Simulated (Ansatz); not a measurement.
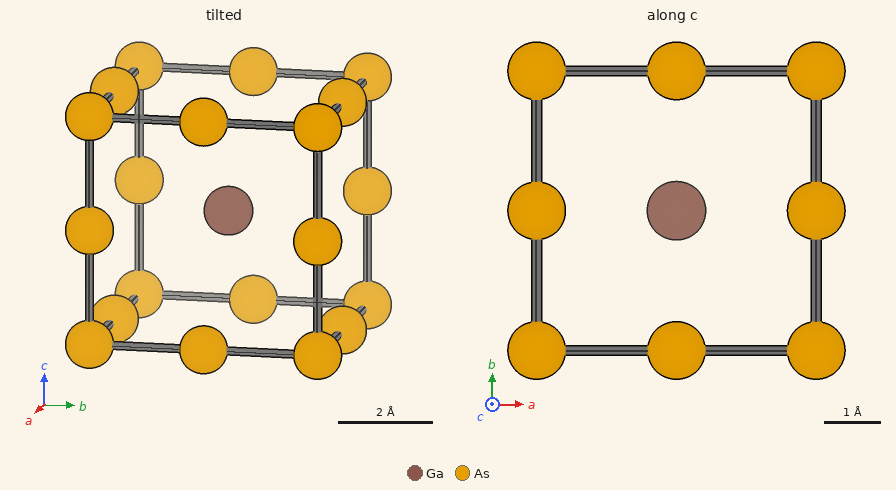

This ball-and-stick model is shown slightly off an axis and along the c axis. The parallelepiped is the conventional unit cell. Cell: a = 5.01 Å, b = 5.01 Å, c = 5.01 Å, α = 90.00°, β = 90.00°, γ = 90.00°.

The initial geometry was a random cell made by a generator, so it need not be a real form of the compound. Earlier steps of the study, as a rule a relaxation of our own, may have changed the cell and positions, so they can lie some per cent off the listed ones. A calculation with Ansatz used it as input.

> Give a description of the structure.

The structure is one of GaAs4. It belongs to space group Pm-3m (No. 221) and has a primitive cubic lattice. The cell has 5 atoms, namely 1 Ga, 4 As. As takes two kinds of site: 3d with two As in a linear arrangement at about 2.5 Å; 1a with six As in an octahedral arrangement at about 2.5 Å. The bonds build a three-dimensional framework; Ga atoms get no bond from the drawing's distance rule.

Electronic-structure method: DFT PBE, scalar-relativistic, plane waves, PAW (Ansatz). Parameters: 420 eV cutoff, an 8×8×8 k-point grid, Gaussian smearing of 0.1 eV, no spin polarisation.

> What is the band gap, if any?

A metal: bands cross the Fermi level.

> What are the atomic charges by Bader's partition?

Ga +0.39 e; As -0.13 to +0.01 e.

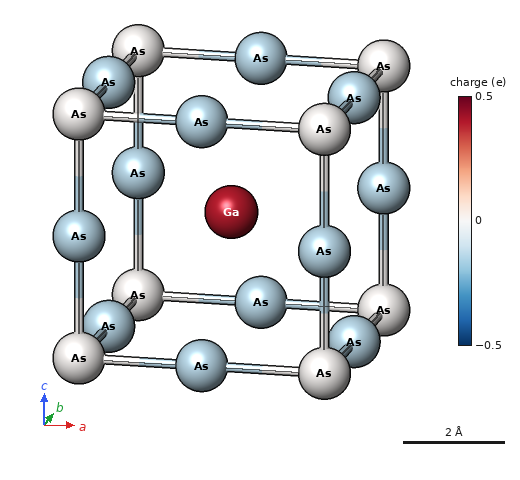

The atoms coloured by those charges. The run's cell of 5 atoms is drawn.

> Is this the optimised geometry for these settings?

Yes. All forces vanish to within 0.01 eV/Å. The pressure is 0.0 GPa, close to zero.
